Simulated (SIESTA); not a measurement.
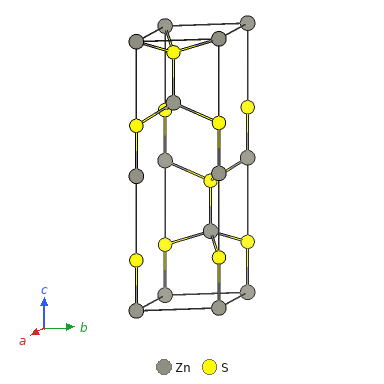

System: ZnS, space group P6_3mc (No. 186). The picture shows the conventional cell.

The given structure:
```xyz
8
Lattice="3.8227 0.0000 0.0000 -1.9114 3.3106 0.0000 0.0000 0.0000 12.5200" Properties=species:S:1:pos:R:3 pbc="T T T"
Zn    1.9114    1.1035    9.3900
Zn    0.0000    2.2070    3.1300
Zn    0.0000    0.0000    6.2600
Zn    0.0000    0.0000    0.0000
S     1.9114    1.1035   11.7375
S     0.0000    2.2070    5.4775
S     0.0000    0.0000    8.6075
S     0.0000    0.0000    2.3475
```

How it was computed, with SIESTA 5.4.2: DFT in numerical atomic orbitals with pseudopotentials, no spin polarisation; energies at scaled volumes of the given cell, shape and fractions fixed, counted from the fit's minimum, third-order Birch-Murnaghan fit. Level: PBE.

k mesh 6×6×2; occupations Fermi–Dirac; smearing width 0.05 eV; potentials PseudoDojo 0.4 standard, converted to PSML; program settings basis SZ, mesh cutoff 800 Ry.

What does the calculation give for the energy and pressure against volume? The volume takes the values 18.62, 19.01, 19.41, 19.81, 20.20, 20.60, 20.99 Å³/atom.

A third-order Birch–Murnaghan fit gives V0 = 20.81 Å³/atom, B0 = 78.1 GPa and B′ = 4.8. The energy is 69.52 meV/atom at volume 18.62 Å³/atom and 0.45 meV/atom at 20.99 Å³/atom; the lowest computed point is at volume 20.60 Å³/atom (0.45 meV/atom), in a single well. The pressure falls from 11.42 GPa at volume 18.62 Å³/atom to −0.76 GPa at 20.99 Å³/atom, and changes sign near 20.80 Å³/atom.

```csv
volume (Å³/atom),energy (meV/atom),pressure (GPa)
18.62,69.52,11.42
19.01,44.54,8.69
19.41,26.26,6.28
19.81,12.96,4.47
20.20,4.48,2.40
20.60,0.45,0.81
20.99,0.45,-0.76
```

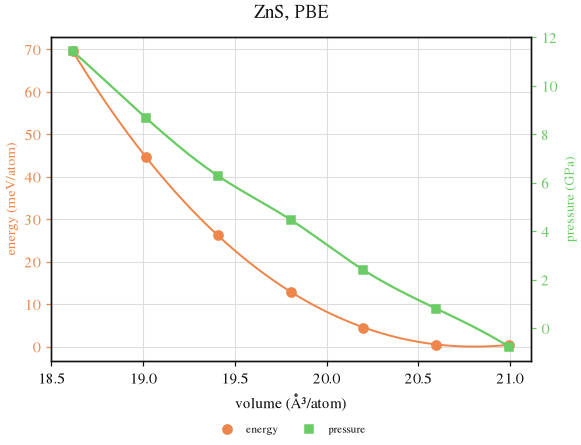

Keep in mind: basis lacks empty p and d shells; basis without polarisation orbitals; mulliken charges of long orbitals; short basis over semicore shells; valence orbitals made in semicore potential; shape and atomic fractions are frozen while scaling, which makes layered, chain and framework solids too stiff.
